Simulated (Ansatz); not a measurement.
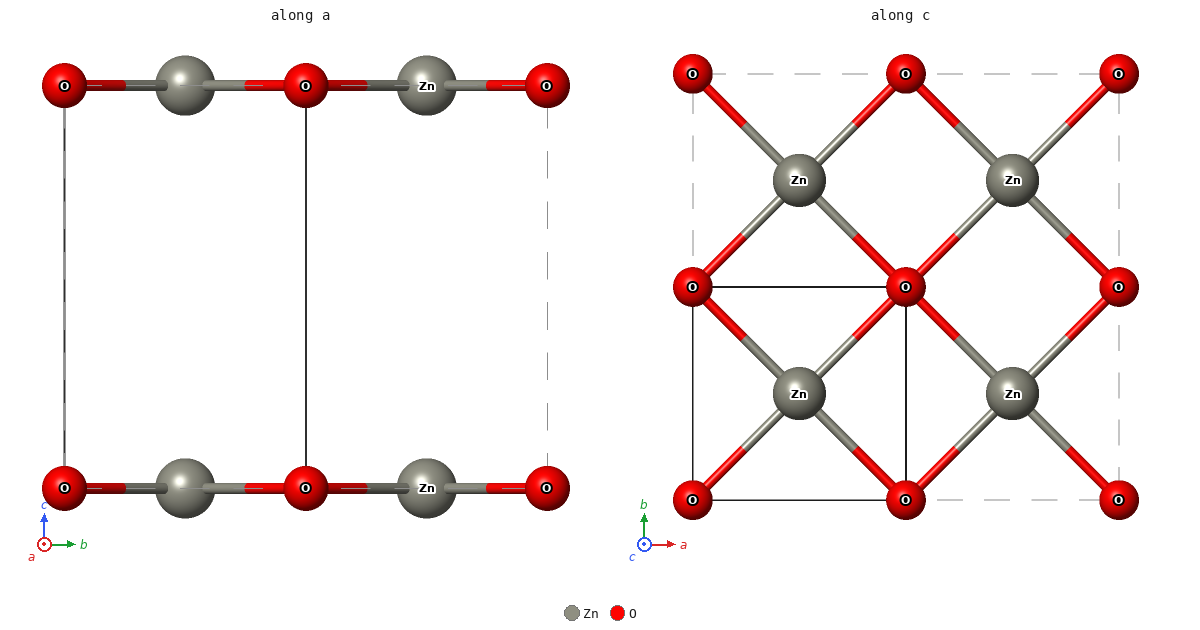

An orthographic ball-and-stick view of the structure, along the a axis and along the c axis. One conventional unit cell is drawn solid; the view covers 2×2×1 cells.

ZnO, space group P4/mmm (No. 123), a = 2.85 Å, b = 2.85 Å, c = 4.75 Å, α = 90.00°, β = 90.00°, γ = 90.00°.

The calculation used DFT PBE, scalar-relativistic, plane waves, PAW (Ansatz), with plane waves up to 420 eV, 12×12×8 k-points, Gaussian smearing of 0.01 eV, no spin polarisation.

Question: Predict the gap.

Answer: A semiconductor at this level, with a gap of 0.22 eV on the k-mesh (the true edges may lie between mesh points, so the gap can be somewhat smaller).

The cell started as a random cell made by a generator, so it need not be a real form of the compound. Relaxation method: DFT PBE, scalar-relativistic, plane waves, PAW in Ansatz 0.2.0.
